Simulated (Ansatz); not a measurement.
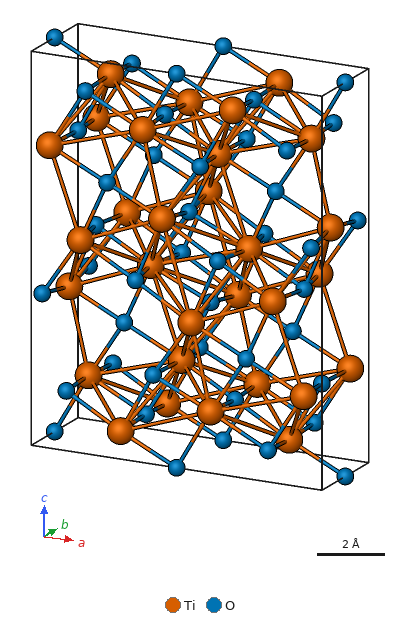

The structure as given in the input (ball-and-stick view of the cell 2 times as large as that of the calculation, set on its symmetry axes, seen slightly off an axis). An atom can appear more than once, as a periodic image.

Geometry relaxation of Ti$_{10}$O$_{13}$ (part 1 of 3)

The run: geometry relaxation of Ti$_{10}$O$_{13}$ (23 atoms in the cell). Method and program: DFT r2SCAN, scalar-relativistic, plane waves, PAW, no spin polarisation (Ansatz 0.2.0).

The structure derives from a Materials Project entry.

### The input
```yaml
crystal:
  lattice:
    - [4.6370694143, -2.065152224, 0.0]
    - [4.6370694143, 2.065152224, 0.0]
    - [-0.9070849615, 0.0, 12.0390396882]
  atoms:
    - { symbol: Ti, position: [0.16912994, 0.16912994, 0.54000158] }
    - { symbol: Ti, position: [0.44946838, 0.44946838, 0.62584308] }
    - { symbol: Ti, position: [0.55053162, 0.55053162, 0.37415692] }
    - { symbol: Ti, position: [0.83087006, 0.83087006, 0.45999842] }
    - { symbol: Ti, position: [0.6165793, 0.6165793, 0.15593452] }
    - { symbol: Ti, position: [0.93678535, 0.93678535, 0.23142936] }
    - { symbol: Ti, position: [0.6926896, 0.6926896, 0.92896372] }
    - { symbol: Ti, position: [0.3073104, 0.3073104, 0.07103628] }
    - { symbol: Ti, position: [0.06321465, 0.06321465, 0.76857064] }
    - { symbol: Ti, position: [0.3834207, 0.3834207, 0.84406548] }
    - { symbol: O, position: [0.96239626, 0.96239626, 0.61038784] }
    - { symbol: O, position: [0.26070877, 0.26070877, 0.69619522] }
    - { symbol: O, position: [0.64156787, 0.64156787, 0.54044198] }
    - { symbol: O, position: [0.03760374, 0.03760374, 0.38961216] }
    - { symbol: O, position: [0.35843213, 0.35843213, 0.45955802] }
    - { symbol: O, position: [0.73929123, 0.73929123, 0.30380478] }
    - { symbol: O, position: [0.1205679, 0.1205679, 0.15179576] }
    - { symbol: O, position: [0.4191484, 0.4191484, 0.22645406] }
    - { symbol: O, position: [0.1857402, 0.1857402, 0.92012213] }
    - { symbol: O, position: [0.5, 0.5, 0.0] }
    - { symbol: O, position: [0.8142598, 0.8142598, 0.07987787] }
    - { symbol: O, position: [0.5808516, 0.5808516, 0.77354594] }
    - { symbol: O, position: [0.8794321, 0.8794321, 0.84820424] }
basis:
  ecutwfc: 500
kpoints:
  mp_grid: { grid: [10, 10, 4] }
hamiltonian:
  xc: r2scan
scf:
  occupations: { method: gaussian, width: 0.1 }
output:
  forces: true
  stress: true
  eigenvalues: true
  write_density: true
  write_potential: true
  elf: true
  volumetric_format: npy
relax:
  adjacent_minimum: "off"
  f_tol: 0.005
  max_steps: 80
  cell: { stress_tol: 0.05 }
```

Machine: 4 threads of Intel Xeon (Sapphire Rapids), 192 GiB of memory available, shared host.

Command:
```bash
ansatz run input.yaml --threads 4 --pin off --max-ram 10240MiB --backend cpu --events-out ev --progress --plain --runs-dir out
```

### Log
```
Engine: ansatz 0.2.0, x86_64-unknown-linux-gnu
Pseudopotentials: kind: paw
Pseudopotential: Ti, paw, valence charge 12, recommended cutoff 500 eV (meta_gga), Ti.paw.azcp
Pseudopotential: O, paw, valence charge 6, recommended cutoff 500 eV (meta_gga), O.paw.azcp
Functional definition: r2SCAN
  parameter k0 = 0.174
  parameter k1 = 0.065
  parameter a1 = 4.9479
  exchange = r2scan_x(k0 = k0, k1 = k1, a1 = a1)
  correlation = r2scan_c
Crystal: 23 atoms, lattice volume = 230.578 Å³
Basis set: ecut = 500 eV, 5895 PW (Γ), exchange–correlation on 160×160×360 points (64 copies of the dense FFT grid, shifted against one another)
Bands: 122, of which v1, the nominal top of the filled ones, is band 99 counted from 1 (98 counted from 0)
Symmetry: 4 space group operations
Space group: C2/m (ITA 12), of the structure as read, at distance tolerance 6.1e-5 Å
k-points: 117 of 400
Non-local potential: Ti, projectors of the file, l = 0: 3, l = 1: 2, l = 2: 3, l = 3: 1
Non-local potential: O, projectors of the file, l = 0: 2, l = 1: 2, l = 2: 1
PAW form: soft (Blöchl's): semilocal exchange-correlation on the pseudo side does not see the compensation charge
PAW frozen core: Ti, regenerated for the run's functional (the file was generated under x = pbe(κ = 0.804, μ = 0.2195149727645171), c = pbe(β = 0.06672455060314922))
PAW frozen core: O, regenerated for the run's functional (the file was generated under x = pbe(κ = 0.804, μ = 0.2195149727645171), c = pbe(β = 0.06672455060314922))
PAW one-centre angular grid: Ti, 590 points (default); XC on 160 Gauss nodes
PAW one-centre angular grid: O, 302 points (default); XC on 160 Gauss nodes
Initial density: superposition of atomic densities (neutral atoms: chi_scale 0, normalization atom), corrected by the library's trained network
Initial wavefunctions: pseudopotential atomic-orbital guess
Functional: x = r2scan, c = r2scan; τ floored in thin density (d = 2e-4 eV/Å³)
SCF iter   1: F=—  HF=-32469.809133 eV  |F-HF|=—  |Δ(HF+E_count)|=         —  Δρ=2.21e-2  dr2=1.18e0  dr2_τ=1.25e0  ethr=1.77e-3  ⟨swp⟩=4.1  Hψ=53526  notcnv=0
preconditioner: auto → LDOS  [metal: Δε(μ)=0.005 eV  Ē_g=11.066 eV  σ=0.100 eV  W_gap=0.03  n_scr=72 (ndim 8)  ℏωp=26.6 eV  f_vac=0.026  D(μ)=7.03/eV (n_scr^D=50)  β→1.0]
SCF iter   2: F=—  HF=-32470.732234 eV  |F-HF|=—  |Δ(HF+E_count)|=   9.23e-1  Δρ=1.93e-2  dr2=8.12e-1  dr2_τ=1.13e-1  ethr=5.94e-4  ⟨swp⟩=3.0  Hψ=30184  notcnv=0  defer=1552
SCF iter   3: F=—  HF=-32470.585603 eV  |F-HF|=—  |Δ(HF+E_count)|=   1.47e-1  Δρ=5.35e-3  dr2=6.46e-2  dr2_τ=6.44e-3  ethr=4.10e-4  ⟨swp⟩=2.4  Hψ=19885  notcnv=0  defer=1552
SCF iter   4: F=—  HF=-32470.574491 eV  |F-HF|=—  |Δ(HF+E_count)|=   1.11e-2  Δρ=1.71e-3  dr2=6.22e-3  dr2_τ=9.79e-4  ethr=3.26e-5  ⟨swp⟩=2.1  Hψ=22489  notcnv=0  defer=1501
SCF iter   5: F=—  HF=-32470.573625 eV  |F-HF|=—  |Δ(HF+E_count)|=   8.67e-4  Δρ=3.62e-4  dr2=2.21e-4  dr2_τ=6.38e-5  ethr=3.14e-6  ⟨swp⟩=2.0  Hψ=18750  notcnv=0  defer=1501
SCF iter   6: F=—  HF=-32470.573646 eV  |F-HF|=—  |Δ(HF+E_count)|=   2.11e-5  Δρ=1.21e-4  dr2=2.68e-5  dr2_τ=1.81e-6  ethr=1.11e-7  ⟨swp⟩=2.0  Hψ=18859  notcnv=0  defer=1501
SCF iter   7: F=—  HF=-32470.573649 eV  |F-HF|=—  |Δ(HF+E_count)|=   2.90e-6  Δρ=3.30e-5  dr2=1.95e-6  dr2_τ=2.39e-7  ethr=1.36e-8  ⟨swp⟩=2.0  Hψ=19606  notcnv=0  defer=1501
SCF iter   8: F=—  HF=-32470.573650 eV  |F-HF|=—  |Δ(HF+E_count)|=   1.85e-6  Δρ=1.10e-5  dr2=1.95e-7  dr2_τ=3.09e-8  ethr=9.86e-10  ⟨swp⟩=2.0  Hψ=19985  notcnv=0  defer=1501
SCF iter   9: F=-32470.573651 eV  HF=-32470.573651 eV  |F-HF|=3.12e-8  |Δ(HF+E_count)|=   4.21e-7  Δρ=3.15e-6  dr2=1.53e-8  dr2_τ=1.56e-9  ethr=5.05e-11  ⟨swp⟩=19.0  Hψ=106819  notcnv=0
SCF 1 converged in 9 iterations: F = -32470.573651 eV  dr2 = 1.53e-8
  greatest PAW one-centre occupation: 1.003 electrons in one spin orbital (limit 2), on the Ti atom at site 2 (counted from 0), in its partial waves of l = 1
relax step   1: F+E_penalty+E_count = -32470.57365092 eV  Δ(F+E_penalty+E_count) = +0.000e0 eV  max|allowed force component| = 9.076e-2 eV/Å  Δτ_max = 0.0000 Å  P = -1.590 GPa  Ω = 230.578 Å³  (9 SCF iters, dr2 threshold 1.00e-7 eV, accepted)
Crystal: 23 atoms, lattice volume = 229.527 Å³
Basis set: ecut = 500 eV, 5879 PW (Γ), exchange–correlation on 160×160×360 points (64 copies of the dense FFT grid, shifted against one another)
Initial density: handed on by an earlier stage of this run
Initial wavefunctions: those handed on with the density
iter 1 solved again at ethr=1.87e-6 eV; its pass at ethr=3.10e-3 eV (dr2=3.70e-3 eV) is discarded
SCF iter   1: F=—  HF=-32470.578714 eV  |F-HF|=—  |Δ(HF+E_count)|=         —  Δρ=8.17e-4  dr2=3.52e-3  dr2_τ=7.82e-3  ethr=1.87e-6  ⟨swp⟩=2.7  Hψ=72286  notcnv=0
preconditioner: auto → LDOS  [metal: Δε(μ)=0.004 eV  Ē_g=10.734 eV  σ=0.100 eV  W_gap=0.02  n_scr=72 (ndim 8)  ℏωp=26.6 eV  f_vac=0.025  D(μ)=7.50/eV (n_scr^D=52)  β→1.0]
SCF iter   2: F=—  HF=-32470.583003 eV  |F-HF|=—  |Δ(HF+E_count)|=   4.29e-3  Δρ=4.58e-4  dr2=7.92e-4  dr2_τ=6.11e-5  ethr=1.78e-6  ⟨swp⟩=2.0  Hψ=22832  notcnv=0
SCF iter   3: F=—  HF=-32470.582837 eV  |F-HF|=—  |Δ(HF+E_count)|=   1.66e-4  Δρ=1.53e-4  dr2=6.54e-5  dr2_τ=5.57e-6  ethr=4.00e-7  ⟨swp⟩=2.0  Hψ=23966  notcnv=0
SCF iter   4: F=—  HF=-32470.582825 eV  |F-HF|=—  |Δ(HF+E_count)|=   1.24e-5  Δρ=4.32e-5  dr2=5.29e-6  dr2_τ=4.71e-7  ethr=3.30e-8  ⟨swp⟩=2.0  Hψ=21939  notcnv=0
SCF iter   5: F=-32470.582823 eV  HF=-32470.582825 eV  |F-HF|=1.90e-6  |Δ(HF+E_count)|=   3.71e-7  Δρ=2.86e-5  dr2=2.23e-6  dr2_τ=2.31e-7  ethr=1.16e-9  ⟨swp⟩=14.7  Hψ=126547  notcnv=0
SCF 2 converged in 5 iterations: F = -32470.582823 eV  dr2 = 2.23e-6
relax step   2: F+E_penalty+E_count = -32470.58282333 eV  Δ(F+E_penalty+E_count) = -9.172e-3 eV  max|allowed force component| = 4.704e-2 eV/Å  Δτ_max = 0.0031 Å  P = -0.438 GPa  Ω = 229.527 Å³  energy of the carried Pulay correction = +8.427e-4 eV  (5 SCF iters, dr2 threshold 2.30e-6 eV, accepted)
Crystal: 23 atoms, lattice volume = 229.086 Å³
iter 1 solved again at ethr=2.41e-6 eV; its pass at ethr=3.10e-3 eV (dr2=4.77e-3 eV) is discarded
SCF iter   1: F=—  HF=-32470.583007 eV  |F-HF|=—  |Δ(HF+E_count)|=         —  Δρ=8.90e-4  dr2=4.67e-3  dr2_τ=6.54e-3  ethr=2.41e-6  ⟨swp⟩=1.0  Hψ=54085  notcnv=0
preconditioner: auto → LDOS  [metal: Δε(μ)=0.001 eV  Ē_g=10.747 eV  σ=0.100 eV  W_gap=0.01  n_scr=72 (ndim 8)  ℏωp=26.7 eV  f_vac=0.025  D(μ)=7.48/eV (n_scr^D=52)  β→1.0]
SCF iter   2: F=—  HF=-32470.584800 eV  |F-HF|=—  |Δ(HF+E_count)|=   1.79e-3  Δρ=4.24e-4  dr2=8.18e-4  dr2_τ=7.38e-5  ethr=2.36e-6  ⟨swp⟩=2.0  Hψ=21564  notcnv=0
SCF iter   3: F=—  HF=-32470.584660 eV  |F-HF|=—  |Δ(HF+E_count)|=   1.41e-4  Δρ=1.37e-4  dr2=5.78e-5  dr2_τ=4.46e-6  ethr=4.13e-7  ⟨swp⟩=2.0  Hψ=23903  notcnv=0
SCF iter   4: F=—  HF=-32470.584635 eV  |F-HF|=—  |Δ(HF+E_count)|=   2.47e-5  Δρ=3.76e-5  dr2=5.36e-6  dr2_τ=2.94e-7  ethr=2.92e-8  ⟨swp⟩=2.0  Hψ=22116  notcnv=0
SCF iter   5: F=—  HF=-32470.584635 eV  |F-HF|=—  |Δ(HF+E_count)|=   3.08e-7  Δρ=2.25e-5  dr2=1.48e-6  dr2_τ=1.36e-7  ethr=3.10e-10  ⟨swp⟩=14.6  Hψ=124256  notcnv=0
SCF iter   6: F=-32470.584635 eV  HF=-32470.584635 eV  |F-HF|=2.31e-8  |Δ(HF+E_count)|=   1.49e-7  Δρ=4.56e-6  dr2=5.81e-8  dr2_τ=3.93e-9  ethr=3.10e-10  ⟨swp⟩=10.6  Hψ=93308  notcnv=0
SCF 3 converged in 6 iterations: F = -32470.584635 eV  dr2 = 5.81e-8
  Residual-converged pass: ⟨swp⟩=1.0  Hψ=14746  notcnv=0  max |occ|·‖R‖ = 7.1e-9 eV (tolerance 1.0e-8 eV)  dr2=5.81e-8  dr2_τ=3.93e-9  dr2_onsite=2.46e-9  max |Δocc| = 3.2e-11
relax step   3: F+E_penalty+E_count = -32470.58463528 eV  Δ(F+E_penalty+E_count) = -1.812e-3 eV  max|allowed force component| = 2.379e-2 eV/Å  Δτ_max = 0.0037 Å  P = +0.077 GPa  Ω = 229.086 Å³  energy of the carried Pulay correction = +1.198e-3 eV  (6 SCF iters, dr2 threshold 6.13e-7 eV, accepted)
Crystal: 23 atoms, lattice volume = 229.115 Å³
iter 1 solved again at ethr=2.38e-5 eV; its pass at ethr=3.10e-3 eV (dr2=4.71e-2 eV) is discarded
SCF iter   1: F=—  HF=-32470.582108 eV  |F-HF|=—  |Δ(HF+E_count)|=         —  Δρ=2.90e-3  dr2=4.59e-2  dr2_τ=2.67e-2  ethr=2.38e-5  ⟨swp⟩=1.0  Hψ=54082  notcnv=0
preconditioner: auto → LDOS  [metal: Δε(μ)=0.003 eV  Ē_g=10.745 eV  σ=0.100 eV  W_gap=0.02  n_scr=72 (ndim 8)  ℏωp=26.6 eV  f_vac=0.025  D(μ)=7.45/eV (n_scr^D=52)  β→1.0]
SCF iter   2: F=—  HF=-32470.585954 eV  |F-HF|=—  |Δ(HF+E_count)|=   3.85e-3  Δρ=1.39e-3  dr2=1.16e-2  dr2_τ=1.03e-3  ethr=2.32e-5  ⟨swp⟩=2.0  Hψ=19311  notcnv=0
SCF iter   3: F=—  HF=-32470.584789 eV  |F-HF|=—  |Δ(HF+E_count)|=   1.16e-3  Δρ=4.12e-4  dr2=5.73e-4  dr2_τ=3.53e-5  ethr=5.88e-6  ⟨swp⟩=2.0  Hψ=21664  notcnv=0
SCF iter   4: F=—  HF=-32470.584708 eV  |F-HF|=—  |Δ(HF+E_count)|=   8.10e-5  Δρ=1.58e-4  dr2=6.94e-5  dr2_τ=6.15e-6  ethr=2.89e-7  ⟨swp⟩=2.0  Hψ=20365  notcnv=0
SCF iter   5: F=—  HF=-32470.584709 eV  |F-HF|=—  |Δ(HF+E_count)|=   4.55e-7  Δρ=4.64e-5  dr2=4.94e-6  dr2_τ=5.38e-7  ethr=3.51e-8  ⟨swp⟩=2.0  Hψ=20076  notcnv=0
SCF iter   6: F=—  HF=-32470.584697 eV  |F-HF|=—  |Δ(HF+E_count)|=   1.22e-5  Δρ=1.05e-5  dr2=3.37e-7  dr2_τ=1.26e-8  ethr=2.50e-9  ⟨swp⟩=2.0  Hψ=20133  notcnv=0
SCF iter   7: F=-32470.584697 eV  HF=-32470.584697 eV  |F-HF|=6.56e-9  |Δ(HF+E_count)|=   2.01e-7  Δρ=3.04e-6  dr2=1.59e-8  dr2_τ=2.72e-9  ethr=2.32e-11  ⟨swp⟩=14.5  Hψ=97840  notcnv=0
SCF 4 converged in 7 iterations: F = -32470.584697 eV  dr2 = 1.59e-8
relax step   4: F+E_penalty+E_count = -32470.58469672 eV  Δ(F+E_penalty+E_count) = -6.144e-5 eV  max|allowed force component| = 4.162e-2 eV/Å  Δτ_max = 0.0085 Å  P = +0.033 GPa  Ω = 229.115 Å³  energy of the carried Pulay correction = +1.174e-3 eV  (7 SCF iters, dr2 threshold 4.60e-8 eV, accepted)
Crystal: 23 atoms, lattice volume = 229.174 Å³
iter 1 solved again at ethr=2.62e-5 eV; its pass at ethr=3.10e-3 eV (dr2=5.18e-2 eV) is discarded
SCF iter   1: F=—  HF=-32470.584546 eV  |F-HF|=—  |Δ(HF+E_count)|=         —  Δρ=1.77e-3  dr2=5.11e-2  dr2_τ=6.98e-3  ethr=2.62e-5  ⟨swp⟩=1.0  Hψ=54137  notcnv=0
preconditioner: auto → LDOS  [metal: Δε(μ)=0.003 eV  Ē_g=10.745 eV  σ=0.100 eV  W_gap=0.02  n_scr=72 (ndim 8)  ℏωp=26.6 eV  f_vac=0.025  D(μ)=7.58/eV (n_scr^D=52)  β→1.0]
SCF iter   2: F=—  HF=-32470.585155 eV  |F-HF|=—  |Δ(HF+E_count)|=   6.09e-4  Δρ=7.33e-4  dr2=3.10e-3  dr2_τ=3.06e-4  ethr=2.58e-5  ⟨swp⟩=1.1  Hψ=14289  notcnv=0
SCF iter   3: F=—  HF=-32470.585067 eV  |F-HF|=—  |Δ(HF+E_count)|=   8.83e-5  Δρ=3.39e-4  dr2=6.56e-4  dr2_τ=3.16e-5  ethr=1.57e-6  ⟨swp⟩=2.0  Hψ=19638  notcnv=0
SCF iter   4: F=—  HF=-32470.585019 eV  |F-HF|=—  |Δ(HF+E_count)|=   4.83e-5  Δρ=1.17e-4  dr2=6.51e-5  dr2_τ=4.01e-6  ethr=3.31e-7  ⟨swp⟩=2.0  Hψ=19622  notcnv=0
SCF iter   5: F=—  HF=-32470.584995 eV  |F-HF|=—  |Δ(HF+E_count)|=   2.34e-5  Δρ=2.91e-5  dr2=3.22e-6  dr2_τ=2.98e-7  ethr=3.29e-8  ⟨swp⟩=2.0  Hψ=19768  notcnv=0
SCF iter   6: F=-32470.584995 eV  HF=-32470.584995 eV  |F-HF|=3.51e-8  |Δ(HF+E_count)|=   6.97e-8  Δρ=7.45e-6  dr2=1.02e-7  dr2_τ=8.98e-9  ethr=5.47e-11  ⟨swp⟩=13.2  Hψ=108286  notcnv=0
SCF 5 converged in 6 iterations: F = -32470.584995 eV  dr2 = 1.02e-7
relax step   5: F+E_penalty+E_count = -32470.58499499 eV  Δ(F+E_penalty+E_count) = -2.983e-4 eV  max|allowed force component| = 1.654e-2 eV/Å  Δτ_max = 0.0045 Å  P = -0.015 GPa  Ω = 229.174 Å³  energy of the carried Pulay correction = +1.127e-3 eV  (6 SCF iters, dr2 threshold 1.08e-7 eV, accepted)
Crystal: 23 atoms, lattice volume = 229.153 Å³
iter 1 solved again at ethr=2.84e-6 eV; its pass at ethr=3.10e-3 eV (dr2=5.63e-3 eV) is discarded
SCF iter   1: F=—  HF=-32470.584933 eV  |F-HF|=—  |Δ(HF+E_count)|=         —  Δρ=6.15e-4  dr2=5.53e-3  dr2_τ=1.45e-3  ethr=2.84e-6  ⟨swp⟩=1.0  Hψ=54062  notcnv=0
preconditioner: auto → LDOS  [metal: Δε(μ)=0.002 eV  Ē_g=10.746 eV  σ=0.100 eV  W_gap=0.01  n_scr=72 (ndim 8)  ℏωp=26.6 eV  f_vac=0.025  D(μ)=7.50/eV (n_scr^D=52)  β→1.0]
SCF iter   2: F=—  HF=-32470.585161 eV  |F-HF|=—  |Δ(HF+E_count)|=   2.28e-4  Δρ=2.55e-4  dr2=3.61e-4  dr2_τ=3.38e-5  ethr=2.79e-6  ⟨swp⟩=1.1  Hψ=14281  notcnv=0
SCF iter   3: F=—  HF=-32470.585137 eV  |F-HF|=—  |Δ(HF+E_count)|=   2.47e-5  Δρ=1.05e-4  dr2=6.17e-5  dr2_τ=3.02e-6  ethr=1.82e-7  ⟨swp⟩=2.0  Hψ=21576  notcnv=0
SCF iter   4: F=—  HF=-32470.585109 eV  |F-HF|=—  |Δ(HF+E_count)|=   2.75e-5  Δρ=3.27e-5  dr2=5.61e-6  dr2_τ=2.78e-7  ethr=3.12e-8  ⟨swp⟩=2.0  Hψ=19547  notcnv=0
SCF iter   5: F=—  HF=-32470.585099 eV  |F-HF|=—  |Δ(HF+E_count)|=   1.03e-5  Δρ=1.33e-5  dr2=6.29e-7  dr2_τ=5.41e-8  ethr=2.83e-9  ⟨swp⟩=2.0  Hψ=19382  notcnv=0
SCF iter   6: F=—  HF=-32470.585099 eV  |F-HF|=—  |Δ(HF+E_count)|=   3.79e-8  Δρ=3.03e-6  dr2=1.88e-8  dr2_τ=1.21e-9  ethr=3.18e-10  ⟨swp⟩=2.0  Hψ=19513  notcnv=0
SCF iter   7: F=-32470.585099 eV  HF=-32470.585099 eV  |F-HF|=0.00e0  |Δ(HF+E_count)|=   5.66e-9  Δρ=7.70e-7  dr2=7.55e-10  dr2_τ=1.79e-10  ethr=8.64e-12  ⟨swp⟩=11.8  Hψ=83103  notcnv=0
SCF 6 converged in 7 iterations: F = -32470.585099 eV  dr2 = 7.55e-10
relax step   6: F+E_penalty+E_count = -32470.58509886 eV  Δ(F+E_penalty+E_count) = -1.039e-4 eV  max|allowed force component| = 5.235e-3 eV/Å  Δτ_max = 0.0020 Å  P = +0.003 GPa  Ω = 229.153 Å³  energy of the carried Pulay correction = +1.144e-3 eV  (7 SCF iters, dr2 threshold 1.71e-8 eV, accepted)
Crystal: 23 atoms, lattice volume = 229.158 Å³
iter 1 solved again at ethr=7.02e-8 eV; its pass at ethr=3.10e-3 eV (dr2=1.39e-4 eV) is discarded
```
